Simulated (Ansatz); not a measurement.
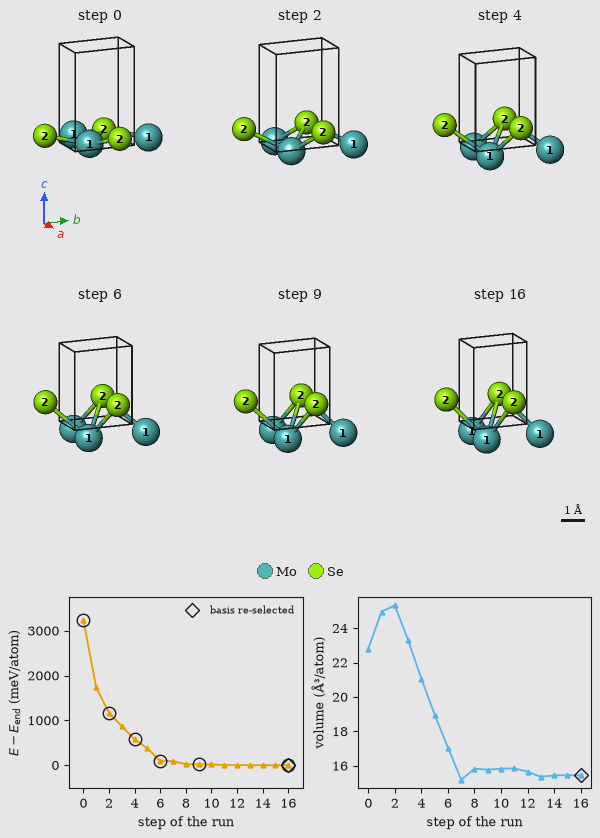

Frames of a relaxation of solid MoSe (a generated structure, set up in P3m1), marked on the history of the run. The picture is a ball-and-stick view of the cell of the calculation, seen slightly off an axis.

The run lets cell and atoms move.

Level of theory: Kohn-Sham DFT of a periodic cell, PBEsol with D3(BJ), Ansatz PAW in Ansatz 0.2.0.

Input
```yaml
crystal:
  lattice:
    - [3.47066859, 0.0, 0.0]
    - [-1.7353343, 3.00568717, 0.0]
    - [0.0, 0.0, 4.37279534]
  atoms:
    - { symbol: Mo, position: [0.66666667, 0.33333333, 0.02544455] }
    - { symbol: Se, position: [0.33333333, 0.66666667, 0.11843047] }
hamiltonian:
  xc: pbesol
  pseudopotentials: { kind: paw }
  dispersion: d3bj
kpoints:
  mp_grid: { grid: [9, 9, 6] }
scf:
  occupations: { method: fermi_dirac, width: 0.05 }
output:
  forces: true
  stress: true
  eigenvalues: true
relax:
  f_tol: 0.01
  max_steps: 40
  cell: { stress_tol: 0.05 }
```

Launched with:
```bash
ansatz run input.yaml --threads 2 --pin off --max-ram 5632MiB --backend cpu --events-out ev --progress --plain --runs-dir out
```

Describe the path.

The largest moves relative to the cell, 0.74 Å, are those of Mo1 and Se2. Mo1 goes along −c. By element the largest moves are Mo 0.74 Å, Se 0.74 Å. Cell: a = b 3.471 → 3.134 Å (−9.7 %), c 4.373 → 3.632 Å (−16.9 %). Volume −32.3 %. Near-neighbour distances that change, for instance: Mo1–Se2 4.444 → 2.564 Å, Mo1–Se2 (another image) 2.045 → 2.564 Å, Se2–Se2 3.471 → 3.134 Å. New bonds form: Mo1–Se2 (4.44 → 2.56 Å). Among the angles between lasting bonds that change: Mo1–Se2–Mo1 116.1° → 75.4°, Se2–Mo1–Se2 116.1° → 75.4°. The space group (tolerance 0.01 Å) goes from P3m1 (No. 156) to P-6m2 (No. 187). The energy falls by 3241 meV per atom in 15 accepted moves (16 points after the start). Largest force component: 5.9 eV/Å at the start, under 0.0001 eV/Å at the end. Pressure: 61.39 GPa at the start and −0.04 GPa at the end. At 1 point the geometry stayed and the basis and grid were re-selected for the new cell (energy shift of 0.8 meV per atom at most each time). Cost: 89 s on 2 threads of Intel(R) Xeon(R) Processor @ 2.50GHz (Skylake/Cascade Lake), with other jobs on the host, peak memory 0.42 GiB. From step 0 to 2: Mo and Se atoms move most (0.31 Å), volume +11.0 %, energy −2071 meV per atom. From step 2 to 4: Mo and Se atoms move most (0.25 Å), volume −16.8 %, energy −595 meV per atom. From step 4 to 6: Mo and Se atoms move most (0.18 Å), volume −19.0 %, energy −479 meV per atom. From step 6 to 9: Mo and Se atoms move most (0.05 Å), volume −7.6 %, energy −76.5 meV per atom. From step 9 to 16: volume −2.0 %, energy −18.8 meV per atom.

| step | E − E(0), meV/atom | largest force component, eV/Å | pressure, GPa | volume, Å³/atom | note |
| --- | --- | --- | --- | --- | --- |
| 0 | 0.00 | 5.9402 | 61.39 | 22.808 |  |
| 1 | -1505.11 | 4.2044 | 18.86 | 24.961 |  |
| 2 | -2071.18 | 1.4604 | -4.89 | 25.319 |  |
| 3 | -2370.64 | 0.6866 | -14.97 | 23.309 |  |
| 4 | -2666.45 | 0.5633 | -18.68 | 21.066 |  |
| 5 | -2863.09 | 0.8975 | -18.14 | 18.975 |  |
| 6 | -3145.74 | 0.7321 | -11.98 | 17.060 |  |
| 7 | -3152.69 | 1.4531 | 11.58 | 15.187 |  |
| 8 | -3219.49 | 0.0175 | -0.52 | 15.832 |  |
| 9 | -3222.27 | 0.0144 | -0.21 | 15.769 |  |
| 10 | -3225.43 | 0.0595 | -1.64 | 15.834 |  |
| 11 | -3235.07 | 0.0649 | -4.98 | 15.851 |  |
| 12 | -3239.72 | 0.0573 | -2.18 | 15.661 |  |
| 13 | -3241.32 | 0.0011 | 0.91 | 15.355 |  |
| 14 | -3241.84 | 0.0001 | 0.06 | 15.443 |  |
| 15 | -3241.84 | 0.0001 | 0.00 | 15.449 |  |
| 16 | -3241.07 | 0.0001 | -0.04 | 15.449 | same geometry, new basis |
